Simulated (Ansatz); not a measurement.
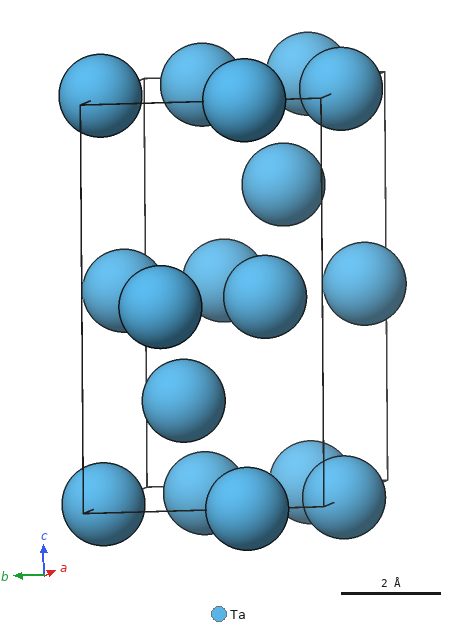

Spheres-only drawing of the structure, looking from a general direction. The unit cell is drawn as a box.

Ta, a = 4.98 Å, b = 5.09 Å, c = 8.38 Å, α = 89.56°, β = 89.78°, γ = 120.48°.

The calculation: DFT r2SCAN, scalar-relativistic, plane waves, PAW (Ansatz 0.2.0), with wavefunction cutoff 500 eV, a 12×12×4 mesh of k-points, Gaussian smearing of 0.15 eV, no spin polarisation.

### What is the band gap, if any?

A metal: bands cross the Fermi level.

### Which way would the volume go on relaxing?

The computed pressure is 0.0 GPa, close to zero.

The structure comes from a structure listed in the Materials Project. The cell was then strained or its atoms displaced on purpose. A calculation with Ansatz used it as input.
